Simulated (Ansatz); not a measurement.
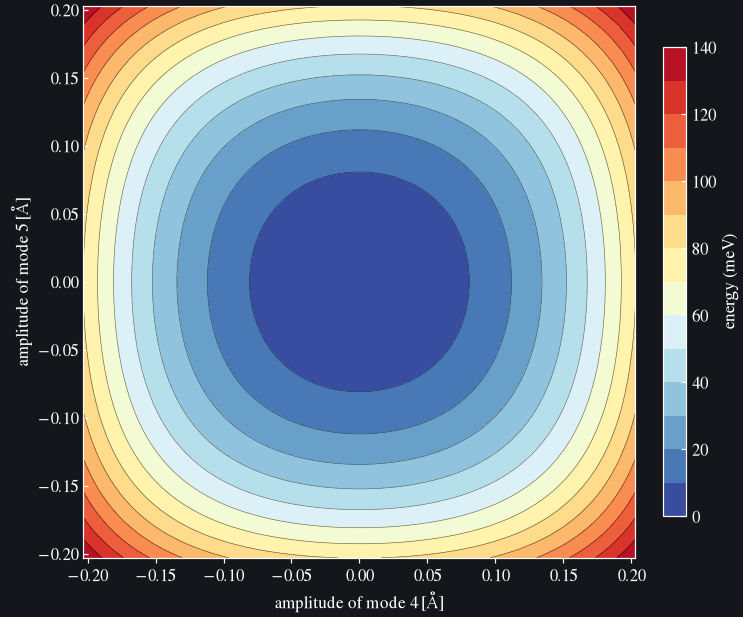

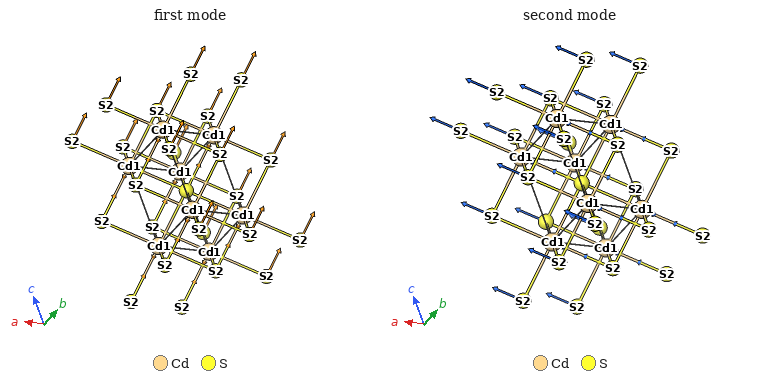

Energy landscape of CdS (Fm-3m, No. 225; 2 atoms in the cell). The energy is mapped over two normal modes frozen in (zone-centre modes of the 2-atom cell of this scan). The first coordinate is: amplitude of mode 4 (139 cm⁻¹), largest displacement; the second: amplitude of mode 5 (139 cm⁻¹), largest displacement. Nothing is relaxed (the cell and all other modes fixed). Grid: 11 × 11 points; 21 points were computed and 100 follow by symmetry. Points are written as (first, second). Energies are in meV per cell, from the lowest grid point. All numbers below come from Ansatz 0.2.0, DFT r2SCAN, scalar-relativistic, plane waves, PAW. Settings: cutoff 500 eV, k-mesh 8×8×8, gaussian smearing 0.05 eV, no spin polarisation.

Drawn: filled contours. Between grid points the surface is interpolated. The second picture is the structure at the lowest point

> What does the map say about the system?

The lowest grid point is at (0.000 Å, 0.000 Å). No other kind of well shows on this grid. The highest grid point, (−0.203 Å, −0.203 Å), lies 140 meV above the lowest. The gap on the k-mesh is 0.8 eV at the lowest point and runs from 0.8 to 1.0 eV over the map.

Grid values (meV):

```tsv
second ↓, first →	−0.203	−0.162	−0.122	−0.081	−0.041	0.000	0.041	0.081	0.122	0.162	0.203
0.203	140	114	97	87	81	80	81	87	97	114	140
0.162	114	85	66	55	48	46	48	55	66	85	114
0.122	97	66	46	33	26	24	26	33	46	66	97
0.081	87	55	33	20	12	10	12	20	33	55	87
0.041	81	48	26	12	5	2	5	12	26	48	81
0.000	80	46	24	10	2	0	2	10	24	46	80
−0.041	81	48	26	12	5	2	5	12	26	48	81
−0.081	87	55	33	20	12	10	12	20	33	55	87
−0.122	97	66	46	33	26	24	26	33	46	66	97
−0.162	114	85	66	55	48	46	48	55	66	85	114
−0.203	140	114	97	87	81	80	81	87	97	114	140
```

The input of one point:

```yaml
crystal:
  lattice:
    - [0.0, 2.7269062253, 2.7269062253]
    - [2.7269062253, 0.0, 2.7269062253]
    - [2.7269062253, 2.7269062253, 0.0]
  atoms:
    - { symbol: Cd, position: [0.0, 0.0, 0.0] }
    - { symbol: S, position: [0.5, 0.5, 0.5] }
basis:
  ecutwfc: 500
kpoints:
  mp_grid: { grid: [8, 8, 8] }
hamiltonian:
  xc: r2scan
scf:
  occupations: { method: gaussian, width: 0.05 }
output:
  forces: true
  stress: true
  eigenvalues: true
```

Time for the 21 points that were run: 4.7 min on 1 thread of Intel(R) Xeon(R) Platinum 8488C (Sapphire Rapids) (shared host).
